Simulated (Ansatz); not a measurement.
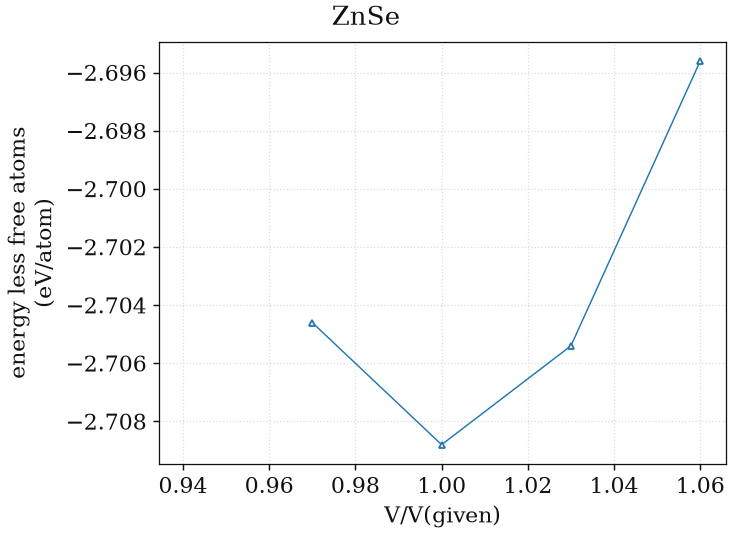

The figure shows the energy less free atoms against V/V(given) for ZnSe, space group Fm-3m (No. 225) (cell built by us, not taken from a database).

Structure:
```xyz
2
Lattice="0.0000 2.6836 2.6836 2.6836 0.0000 2.6836 2.6836 2.6836 0.0000" Properties=species:S:1:pos:R:3 pbc="T T T"
Zn    0.0000    0.0000    0.0000
Se    2.6836    2.6836    2.6836
```

Computed with Ansatz 0.2.0: periodic Kohn-Sham DFT of a crystal at fixed atoms, scaled to the stated factor times the given cell, energy less spherical unpolarised free atoms. Level: PBE.

method all-electron LAPW; relativity scalar; k mesh 13×13×13; occupations Fermi–Dirac; smearing width 0.08 eV; basis error target 0.5 (meV/atom); nucleus Gaussian.

V(given) is 19.33 Å³/atom.

The point at V/V(given) 0.941 is left out of the plot. What does the calculation give there?

| V/V(given) | energy less free atoms (eV/atom) |
| --- | --- |
| 0.941 | −2.6916 |
